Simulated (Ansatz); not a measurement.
**C: geometry relaxation (part 2 of 3)**

The same run, continued: C (slab, 8 atoms in the cell); DFT PBEsol, scalar-relativistic, plane waves, PAW, no spin polarisation (Ansatz 0.2.0); cutoff 420 eV, 12×12×1 k-mesh, Gaussian smearing of 0.05 eV. The structure derives from an entry of the Crystallography Open Database. The input holds or restrains some coordinates. Forces given for the steps count only the free coordinates. It belongs to a series of runs on one base structure; here: clean slab, lower half held.

Geometry of the input (Å; fractional positions):
```
2.4988  0.0000  0.0000
-1.2494  2.1640  0.0000
0.0000  0.0000  23.7639
C  0.3333  0.6667  0.3577
C  0.6667  0.3333  0.3797
C  0.6667  0.3333  0.4452
C  0.3333  0.6667  0.4672
C  0.3333  0.6667  0.5328
C  0.6667  0.3333  0.5548
C  0.6667  0.3333  0.6203
C  0.3333  0.6667  0.6423
```

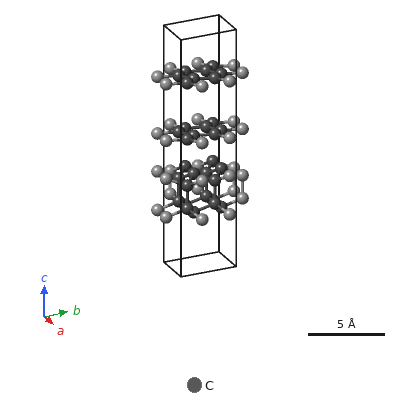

The geometry at step 20 of the log (ball-and-stick view of the 2 × 2 repeat of the cell, with the vacuum cut short, seen slightly off an axis; neighbours outside the cell are drawn fainter).

Output, continued
```
relax step  15: F+E_penalty+E_count = -1969.03736482 eV  Δ(F+E_penalty+E_count) = -1.119e-3 eV  max|allowed force component| = 4.594e-2 eV/Å  Δτ_max = 0.0466 Å  (9 SCF iters, dr2 threshold 1.26e-6 eV, accepted)
SCF 16 converged in 10 iterations: F = -1969.039936 eV  dr2 = 1.45e-8
relax step  16: F+E_penalty+E_count = -1969.03993563 eV  Δ(F+E_penalty+E_count) = -2.571e-3 eV  max|allowed force component| = 6.256e-2 eV/Å  Δτ_max = 0.1964 Å  (10 SCF iters, accepted)
SCF 17 converged in 10 iterations: F = -1969.045482 eV  dr2 = 3.35e-8
relax step  17: F+E_penalty+E_count = -1969.04548161 eV  Δ(F+E_penalty+E_count) = -5.546e-3 eV  max|allowed force component| = 9.003e-2 eV/Å  Δτ_max = 0.1975 Å  (10 SCF iters, accepted)
SCF 18 converged in 9 iterations: F = -1969.059557 eV  dr2 = 6.74e-8
relax step  18: F+E_penalty+E_count = -1969.05955732 eV  Δ(F+E_penalty+E_count) = -1.408e-2 eV  max|allowed force component| = 1.843e-1 eV/Å  Δτ_max = 0.1915 Å  (9 SCF iters, dr2 threshold 8.10e-6 eV, accepted)
SCF 19 converged in 7 iterations: F = -1969.068799 eV  dr2 = 5.28e-6
relax step  19: F+E_penalty+E_count = -1969.06879874 eV  Δ(F+E_penalty+E_count) = -9.241e-3 eV  max|allowed force component| = 3.439e-1 eV/Å  Δτ_max = 0.1952 Å  (7 SCF iters, dr2 threshold 3.39e-5 eV, accepted)
SCF 20 converged in 7 iterations: F = -1969.082002 eV  dr2 = 2.39e-6
relax step  20: F+E_penalty+E_count = -1969.08200167 eV  Δ(F+E_penalty+E_count) = -1.320e-2 eV  max|allowed force component| = 9.934e-2 eV/Å  Δτ_max = 0.1106 Å  (7 SCF iters, dr2 threshold 1.00e-4 eV, accepted)
SCF 21 converged in 12 iterations: F = -1969.086805 eV  dr2 = 4.07e-9
relax step  21: F+E_penalty+E_count = -1969.08680524 eV  Δ(F+E_penalty+E_count) = -4.804e-3 eV  max|allowed force component| = 2.003e-1 eV/Å  Δτ_max = 0.1915 Å  (12 SCF iters, accepted)
SCF 22 converged in 7 iterations: F = -1969.087920 eV  dr2 = 7.05e-7
relax step  22: F+E_penalty+E_count = -1969.08792006 eV  Δ(F+E_penalty+E_count) = -1.115e-3 eV  max|allowed force component| = 4.818e-2 eV/Å  Δτ_max = 0.0225 Å  (7 SCF iters, dr2 threshold 3.35e-6 eV, accepted)
SCF 23 converged in 9 iterations: F = -1969.088199 eV  dr2 = 1.86e-9
relax step  23: F+E_penalty+E_count = -1969.08819855 eV  Δ(F+E_penalty+E_count) = -2.785e-4 eV  max|allowed force component| = 9.445e-3 eV/Å  Δτ_max = 0.0483 Å  (9 SCF iters, accepted)
SCF iter   1: F=—  HF=-1969.109335 eV  |F-HF|=—  |Δ(HF+E_count)|=         —  Δρ=8.05e-3  dr2=6.33e-2  ethr=2.00e-3  p=0.040 e·Å  D=5.66e-2 V/Å  ΔV_dip=-1.34 eV  dr2_dipole=3.66e-3  V_vac-E_F(+/−)=4.51/5.85 eV  ⟨swp⟩=3.9  Hψ=1351  notcnv=0  defer=42
efield: sawtooth ramp at fractional position 0.9800 (handed on by an earlier solve), width 0.0400; the density the first Hamiltonian is built on has a dipole p = 0.040 e·Å; the dipole correction subtracts the counter field D = 5.66e-2 V/Å, which shifts the + side's vacuum level by -1.34 eV against the − side's; the planar-averaged density in the ramp window peaks in size at 1.3e-6 e/Å³
preconditioner: auto → LDOS  [insulator: Δε(μ)=0.086 eV  Ē_g=14.604 eV  σ=0.050 eV  W_gap=0.75  n_scr=16 (ndim 8)  ℏωp=18.5 eV  f_vac=0.475  D(μ)=0.97/eV (n_scr^D=8)  ε∞_Penn≈2.6  β→1.0]
SCF iter   2: F=—  HF=-1969.105601 eV  |F-HF|=—  |Δ(HF+E_count)|=   3.73e-3  Δρ=4.12e-3  dr2=6.34e-2  ethr=1.98e-4  p=0.027 e·Å  D=3.84e-2 V/Å  ΔV_dip=-0.91 eV  dr2_dipole=1.61e-2  V_vac-E_F(+/−)=4.92/5.83 eV  ⟨swp⟩=3.3  Hψ=1080  notcnv=0  defer=55
SCF iter   3: F=—  HF=-1969.088534 eV  |F-HF|=—  |Δ(HF+E_count)|=   1.71e-2  Δρ=6.56e-4  dr2=2.16e-3  ethr=1.98e-4  p=0.042 e·Å  D=5.92e-2 V/Å  ΔV_dip=-1.41 eV  dr2_dipole=2.89e-6  V_vac-E_F(+/−)=4.44/5.84 eV  ⟨swp⟩=2.8  Hψ=744  notcnv=0  defer=55
SCF iter   4: F=—  HF=-1969.088497 eV  |F-HF|=—  |Δ(HF+E_count)|=   3.67e-5  Δρ=9.59e-4  dr2=5.85e-3  ethr=6.73e-6  p=0.040 e·Å  D=5.63e-2 V/Å  ΔV_dip=-1.34 eV  dr2_dipole=7.53e-4  V_vac-E_F(+/−)=4.51/5.85 eV  ⟨swp⟩=2.1  Hψ=699  notcnv=0  defer=55
SCF iter   5: F=—  HF=-1969.088338 eV  |F-HF|=—  |Δ(HF+E_count)|=   1.60e-4  Δρ=2.27e-4  dr2=2.21e-4  ethr=6.73e-6  p=0.040 e·Å  D=5.62e-2 V/Å  ΔV_dip=-1.34 eV  dr2_dipole=5.36e-5  V_vac-E_F(+/−)=4.51/5.84 eV  ⟨swp⟩=1.3  Hψ=415  notcnv=0  defer=55
SCF iter   6: F=—  HF=-1969.088322 eV  |F-HF|=—  |Δ(HF+E_count)|=   1.60e-5  Δρ=4.45e-5  dr2=5.16e-6  ethr=6.91e-7  p=0.040 e·Å  D=5.65e-2 V/Å  ΔV_dip=-1.34 eV  dr2_dipole=2.89e-7  V_vac-E_F(+/−)=4.50/5.84 eV  ⟨swp⟩=1.6  Hψ=488  notcnv=0  defer=55
SCF iter   7: F=—  HF=-1969.088316 eV  |F-HF|=—  |Δ(HF+E_count)|=   5.34e-6  Δρ=1.50e-5  dr2=7.86e-7  ethr=1.61e-8  p=0.040 e·Å  D=5.65e-2 V/Å  ΔV_dip=-1.34 eV  dr2_dipole=1.51e-7  V_vac-E_F(+/−)=4.50/5.84 eV  ⟨swp⟩=2.1  Hψ=657  notcnv=0  defer=54
iter 8 did not close the SCF: its close was put off until two iterations running show no level that it waits for move by more than its bar (scf_convergence_deferred on its scf_iter line)
SCF iter   8: F=-1969.088317 eV  HF=-1969.088317 eV  |F-HF|=1.54e-8  |Δ(HF+E_count)|=   3.13e-7  Δρ=4.69e-6  dr2=8.89e-8  ethr=3.13e-10  p=0.040 e·Å  D=5.65e-2 V/Å  ΔV_dip=-1.34 eV  dr2_dipole=2.21e-8  V_vac-E_F(+/−)=4.50/5.84 eV  ⟨swp⟩=18.0  Hψ=4098  notcnv=0
iter 9 did not close the SCF: its close was put off until two iterations running show no level that it waits for move by more than its bar (scf_convergence_deferred on its scf_iter line)
SCF iter   9: F=-1969.088317 eV  HF=-1969.088317 eV  |F-HF|=6.95e-9  |Δ(HF+E_count)|=   1.04e-7  Δρ=9.63e-7  dr2=9.64e-10  ethr=2.78e-10  p=0.040 e·Å  D=5.65e-2 V/Å  ΔV_dip=-1.34 eV  dr2_dipole=8.80e-13  V_vac-E_F(+/−)=4.50/5.84 eV  ⟨swp⟩=11.2  Hψ=3339  notcnv=0
SCF iter  10: F=-1969.088317 eV  HF=-1969.088317 eV  |F-HF|=1.47e-10  |Δ(HF+E_count)|=   7.09e-9  Δρ=2.92e-7  dr2=1.59e-10  ethr=3.01e-12  p=0.040 e·Å  D=5.65e-2 V/Å  ΔV_dip=-1.34 eV  dr2_dipole=4.01e-11  V_vac-E_F(+/−)=4.50/5.84 eV  ⟨swp⟩=7.7  Hψ=2804  notcnv=0
SCF 24 converged in 10 iterations: F = -1969.088317 eV  dr2 = 1.59e-10
relax step  24: F+E_penalty+E_count = -1969.08831666 eV  Δ(F+E_penalty+E_count) = -1.181e-4 eV  max|allowed force component| = 5.478e-3 eV/Å  Δτ_max = 0.0576 Å  (10 SCF iters, accepted)
```

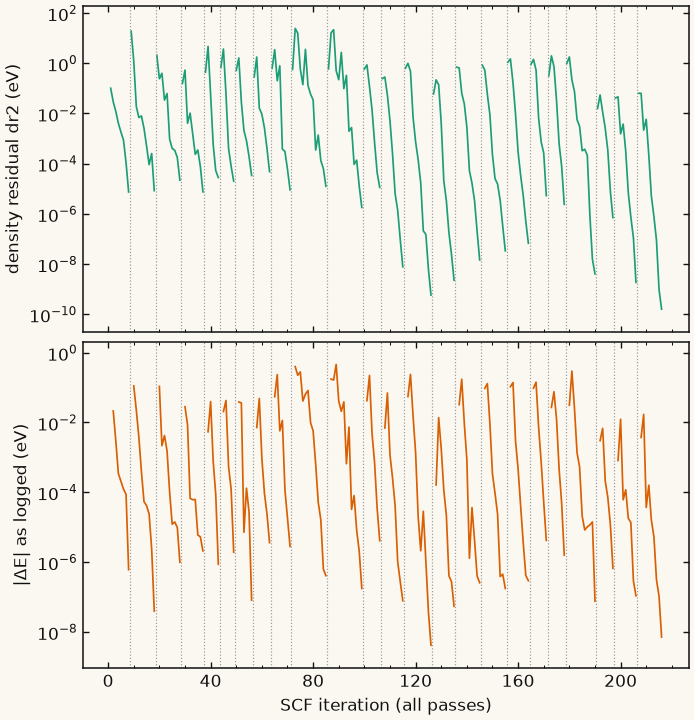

Convergence of the self-consistent field: density residual dr2 and size of the energy change against the SCF iteration. The dotted lines part the SCF passes of the relaxation: geometry steps, rejected trials and re-solves on a re-selected basis. The 24 passes take 6 to 14 iterations each, 216 in all.

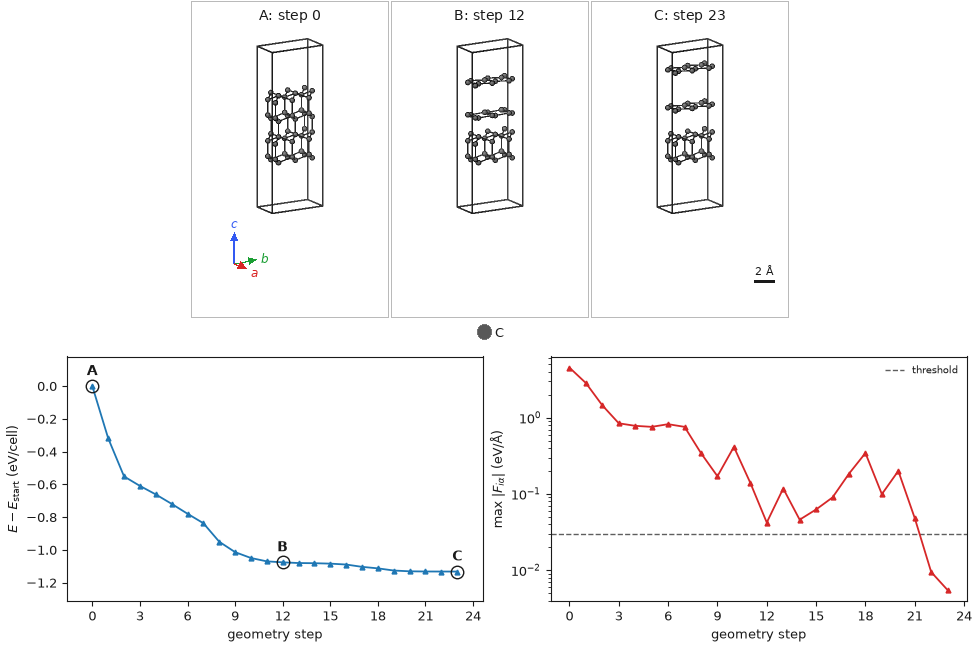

Frames of the restrained relaxation (ball-and-stick view of the 2 × 3 repeat of the cell, with the vacuum cut short, seen slightly off an axis) above the curves, on which the letters mark them (the first geometry is step 0 here and step 1 in the log).

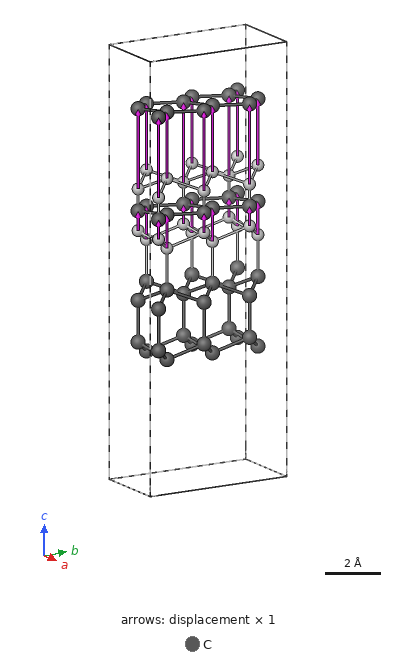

Start (faint) and end (solid) with the displacements as pink arrows, at true length (ball-and-stick view of the 2 × 3 repeat of the cell, with the vacuum cut short, seen slightly off an axis). After 23 geometry steps the energy has fallen by 1.131 eV per cell of the calculation. Largest force component: 4.5 eV/Å at the start, 0.0055 eV/Å at the end. The largest move is that of C7, 3.00 Å. The lattice vectors keep their values. Among the contacts that change: C6–C7 1.558 → 3.818 Å, C4–C5 1.558 → 2.804 Å, C5–C6 1.534 → 1.443 Å. Bonds break: C4–C5 (1.56 → 2.80 Å), C6–C7 (1.56 → 3.82 Å). Among the angles that change: C6–C5–C6 109.0° → 120.0°. (Atoms are counted from 1 in the order of the input.)

```
WARN: The output density's exchange-correlation potential varies sharply where the density is thin. Do not read a vacuum level from v_tot or v_xc, or from such a field of the output density. On a cell that repeats whose density bears no net charge and no dipole along the vacuum's axis use v_es (v_loc + v_h of the components); under efield.dipole_correction with no amplitude use v_es + v_field, which holds any external_charges[].barrier, or the levels of the report's work_function block, which leave it out; under a non-zero efield.amplitude the vacuum is tilted and has no level; on a cell that repeats and bears such a dipole with no correction it is tilted too, and efield.dipole_correction with no amplitude gives each side of its ramp a level where efield: is served; in a cell that repeats whose density bears a net charge (total_charge, or a fill off its count) it is curved and has none; of a slab under crystal.periodic whose density bears no net charge use v_es, which has a level on each side, short of where the two are joined; of another it falls or rises all the way out and has none; of a slab beside external_charges read slab_vacuum_level instead, which it has where they leave it neutral. The grid or the basis barely resolves most such structure, and the values can differ between equally converged runs; as a rule a tighter scf.convergence.dr2_threshold does not remove it. Where the density itself ripples (under the LDA too) a higher basis.ecutwfc lessens it. The files hold the spikes' plane waves up to the density's cutoff. Files: v_tot_of_output_density and the like, and their columns of v_z.tsv (output.write_potential); v_xc_of_output_density and the like, and their columns of v_comp_z.tsv (output.write_potential_components). Measured: with its Gaussian average of σ = 0.25 Å subtracted twice, the exchange-correlation potential is over 0.1 eV at 94 of the grid points where the equally averaged density (valence and model cores) is under 1e-3 e/Å³, and 0.231 eV at the most among them, at an averaged density of 7.6e-8 e/Å³. The input density's (outcome.potential() and, of a run that writes arrays, v_tot and v_xc) is over 0.1 eV, so measured, at 33 points of its own thin density, 0.295 eV at the most. See output.write_potential in the manual, Limitations
SCF converged after 10 iterations
Free energy (F): -1969.088317 eV
Harris-Foulkes:  -1969.088317 eV  (|F-HF|=1.47e-10)
Internal energy: -1969.087094 eV  (E = F + TS)
E sigma→0 (E₀):  -1969.087705 eV
Entropy (-TS):   -0.001223 eV (-0.153 meV/atom)
Fermi energy:    1.256788 eV
Dipole field:    D = 0.056455 V/Å  (p = 0.040092 e·Å, saw-weighted, corrected)
Work function:   Φ+ = 4.5022 eV   Φ− = 5.8439 eV
Levels:          The Fermi level and band energies are counted from a zero that moves with the ramp; work functions are not
--- Per-component energies (eV) ---
  E_band       = -231.409644
  E_kinetic    = 714.190211
  E_local      = -18619.455128  (includes V_loc(G=0)·N_el)
  E_nonlocal   = 215.981422
  E_hartree    = 8991.304458
  E_xc         = -378.458974
  E_vxc        = -470.379894  (∫ρ·V_xc dr)
  E_paw        = -761.482158  (= ΣΔE_a)
  E_vpaw       = -52.672405  (= ΣTr[D̂ρ^β])
  E_aug_tail   = 0.000059  (compensation charges beyond the density's cutoff)
  E_efield     = 0.001132  (sawtooth field / dipole correction)
  E_vefield    = -1.682066  (∫n·V_field dr)
  E_ewald      = 7868.663081
  E_core_change = 0.168804  (= ΣΔE_core)
  E_smearing   = -0.001223  (= −TS)
  E_closure    = -0.000000  (closes the sum)
  Σ components = -1969.088317   (vs F -1969.088317, Δ=0.00e0)
--- Forces (eV/Å), atoms counted from 1 ---
  atom   1  C     -0.00000000    -0.00000000     4.31021520
  atom   2  C      0.00000000     0.00000000    -5.87905045
  atom   3  C      0.00000000     0.00000000     5.77866993
  atom   4  C     -0.00000000    -0.00000000    -4.21028136
  atom   5  C     -0.00000000    -0.00000000    -0.00547828
  atom   6  C      0.00000000     0.00000000     0.00495237
  atom   7  C      0.00000000     0.00000000    -0.00090130
  atom   8  C     -0.00000000    -0.00000000     0.00187891
  max |Σ_I F_I| component: 5.03e-6 eV/Å
--- Band table (eV; the first three rows and the last of 19) ---
  k-point 0: bands = ["-18.9886", "-17.8909", "-17.8345", "-15.7459", "-8.6957", "-6.3096", "-5.8296", "-1.7242", "-1.7242", "-1.7068", "-1.7068", "-1.3924", "-0.4987", "-0.4987", "1.2038", "1.2038", "2.8540", "5.0718", "6.4675", "6.9737", "7.5802", "8.1527", "8.1527", "8.8713"]
  k-point 1: bands = ["-18.8166", "-17.7303", "-17.6745", "-15.5828", "-8.5400", "-6.1205", "-5.6439", "-2.3665", "-2.3482", "-2.0514", "-2.0341", "-1.3604", "-1.2590", "-0.8426", "0.5018", "0.8760", "2.9049", "5.2833", "6.6743", "7.1551", "7.7911", "8.1459", "8.6448", "9.0939"]
  k-point 2: bands = ["-18.3029", "-17.2503", "-17.1963", "-15.0952", "-8.0905", "-5.5598", "-5.0938", "-3.9788", "-3.9584", "-3.3276", "-2.8192", "-2.8021", "-1.6355", "-1.4558", "-0.6071", "0.1152", "2.8302", "5.9150", "7.2776", "7.5814", "8.1391", "8.4301", "9.2792", "9.3031"]
```
